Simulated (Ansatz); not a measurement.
Consider Cd14Te17 (cell with a defect).

Input

```
crystal:
  lattice:
    - [-6.617373249, 6.617373249, -6.617373249]
    - [-6.617373249, -6.617373249, 6.617373249]
    - [6.617373249, 6.617373249, 6.617373249]
  atoms:
    - { symbol: Cd, position: [0.75, 0.25, 0.0] }
    - { symbol: Cd, position: [0.75, 0.0, 0.25] }
    - { symbol: Cd, position: [0.5, 0.5, 0.0] }
    - { symbol: Cd, position: [0.5, 0.25, 0.25] }
    - { symbol: Cd, position: [0.5, 0.0, 0.5] }
    - { symbol: Cd, position: [0.25, 0.75, 0.0] }
    - { symbol: Cd, position: [0.25, 0.5, 0.25] }
    - { symbol: Te, position: [0.25, 0.25, 0.5] }
    - { symbol: Cd, position: [0.25, 0.0, 0.75] }
    - { symbol: Cd, position: [0.0, 0.75, 0.25] }
    - { symbol: Cd, position: [0.0, 0.5, 0.5] }
    - { symbol: Cd, position: [0.0, 0.25, 0.75] }
    - { symbol: Cd, position: [0.75, 0.75, 0.5] }
    - { symbol: Cd, position: [0.75, 0.5, 0.75] }
    - { symbol: Cd, position: [0.5, 0.75, 0.75] }
    - { symbol: Te, position: [-0.0084536031, 0.0066992363, 0.2497300345], spin: 0.5 }
    - { symbol: Te, position: [0.75, 0.25, 0.25] }
    - { symbol: Te, position: [0.75, 0.0, 0.5] }
    - { symbol: Te, position: [0.5, 0.5, 0.25] }
    - { symbol: Te, position: [0.5, 0.25, 0.5] }
    - { symbol: Te, position: [0.5, 0.0, 0.75] }
    - { symbol: Te, position: [0.25, 0.75, 0.25] }
    - { symbol: Te, position: [0.25, 0.5, 0.5] }
    - { symbol: Te, position: [0.25, 0.25, 0.75] }
    - { symbol: Te, position: [0.2533668312, 0.0043244038, -0.0011841474], spin: 0.5 }
    - { symbol: Te, position: [0.0, 0.75, 0.5] }
    - { symbol: Te, position: [0.0, 0.5, 0.75] }
    - { symbol: Te, position: [-0.0020468273, 0.247027365, -0.0015016639], spin: 0.5 }
    - { symbol: Te, position: [0.7536036476, 0.7562822927, 0.7485356602], spin: 0.5 }
    - { symbol: Te, position: [0.75, 0.5, 0.0] }
    - { symbol: Te, position: [0.5, 0.75, 0.0] }
  host:
    lattice:
      - [0.0, 3.3086866245, 3.3086866245]
      - [3.3086866245, 0.0, 3.3086866245]
      - [3.3086866245, 3.3086866245, 0.0]
    atoms:
      - { symbol: Cd, position: [0.0, 0.0, 0.0] }
      - { symbol: Te, position: [0.25, 0.25, 0.25] }
basis:
  ecutwfc: 420
  xc_grid: 2
kpoints:
  mp_grid: { grid: [2, 2, 2], shift: [0.5, 0.5, 0.5] }
hamiltonian:
  xc: pbe
scf:
  occupations: { method: gaussian, width: 0.01 }
output:
  forces: true
  stress: false
  eigenvalues: true
  populations: true
  charged_corrections:
    defect_position: [0.0, 0.0, 0.0]
    epsilon: [[12.5827, 0.0, 0.0], [0.0, 12.5827, 0.0], [0.0, 0.0, 12.5827]]
  write_density: true
  write_potential: true
  elf: true
  volumetric_format: npy
magnetization:
  spin_polarized: true
relax:
  adjacent_minimum: "off"
  f_tol: 0.025
  max_steps: 60
```

Run with:

```sh
ansatz run input.yaml --threads 8 --pin off --max-ram 22528MiB --backend cpu --events-out ev --progress --plain --runs-dir out
```

The fields are those of the relaxed geometry.

The program warned that a starting moment wasn't kept; spin-polarised, but the moments vanished.

All numbers below come from Ansatz, DFT PBE, scalar-relativistic, plane waves, PAW.

Q: Predict the valence pseudo-density and electron localisation function between the atoms.

A: Cd–Te (2.85 Å): ρ is about 0.33 e/Å³ halfway; the ELF is about 0.50 at the midpoint and 0.15 at its lowest between the atoms.
Cd–Te (2.91 Å): ρ is about 0.3 e/Å³ halfway; the ELF peaks at about 0.70 in the valence shell of Te, 1.2 Å from its nucleus, and drops to about 0.15 between the two atoms.
Cd–Te (2.91 Å): ρ is about 0.3 e/Å³ halfway; the ELF peaks at about 0.70 in the valence shell of Te, 1.2 Å from its nucleus, and drops to about 0.15 between the two atoms.

Q: Metal or insulator at this level of theory?

A: It is gapped, with a Kohn–Sham gap of 0.92 eV on the k-point mesh (the band edges may lie off the mesh, which would make the gap smaller).

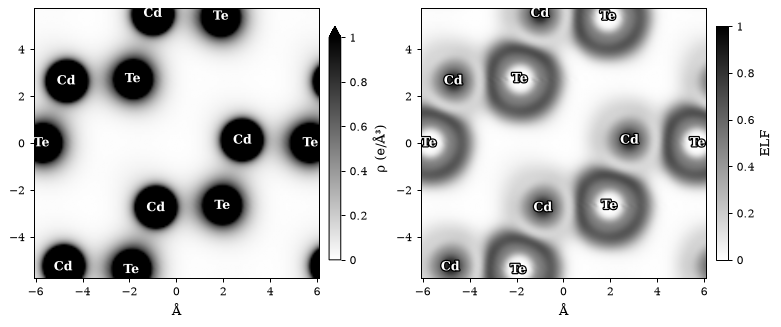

Computed valence pseudo-density and electron localisation function on the (11̄0) plane of the calculation cell, in this order. 

In a PAW calculation such maps are meaningful between the atoms, not at the nuclei.
